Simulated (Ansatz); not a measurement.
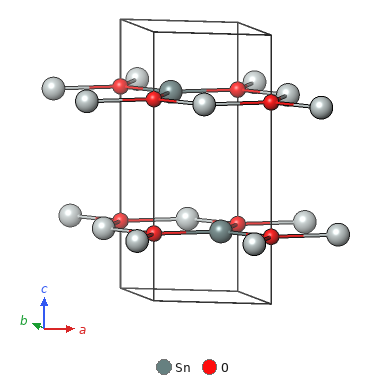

The crystal in a ball-and-stick representation, seen slightly off an axis. The conventional unit cell is drawn as a box. Bonds that leave the box are completed with the atoms at their other ends, in fainter colours. Cell: a = 3.90 Å, b = 3.90 Å, c = 8.73 Å, α = 90.00°, β = 90.00°, γ = 120.00°.

It goes back to a random cell made by a generator, so it need not be a real form of the compound. Earlier steps of the study may have refined or changed the cell and positions. Ansatz was used for an electronic-structure calculation on it.

**Caption:**

The stoichiometry is SnO. The atoms follow space group P6_3/mmc (No. 194); the Bravais lattice is primitive hexagonal. Counting shared atoms by their share gives 2 Sn, 2 O, or 4 atoms. The coordination shell of Sn holds three O in a trigonal planar arrangement at about 2.3 Å. O is coordinated by three Sn in a trigonal planar arrangement at about 2.3 Å. The bonds build SnO layers parallel to (001).

Results below were computed with DFT PBE, scalar-relativistic, plane waves, PAW (Ansatz 0.2.0); the settings were plane waves up to 420 eV, a 12×12×4 grid in reciprocal space, Gaussian smearing of 0.01 eV, no spin polarisation.

**What is the band gap, if any?**

A semiconductor at this level, with a gap of 0.12 eV, indirect.

**What are the atomic charges by Bader's partition?**

Sn +1.24 e; O -1.24 e.

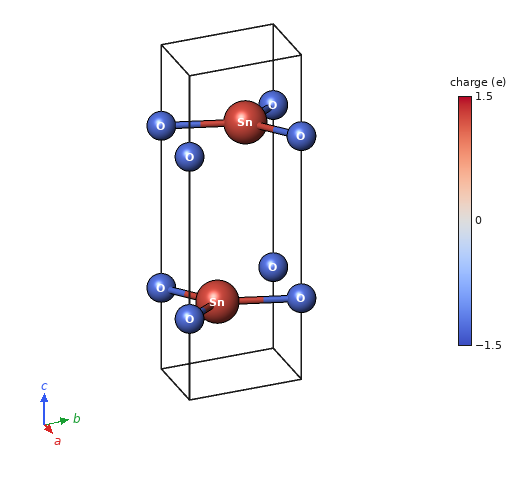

The atoms coloured by those charges. The run's cell of 4 atoms is drawn.

**Is this an equilibrium geometry for the method given?**

Yes. All forces vanish to within 0.01 eV/Å. The pressure is 0.0 GPa, close to zero.
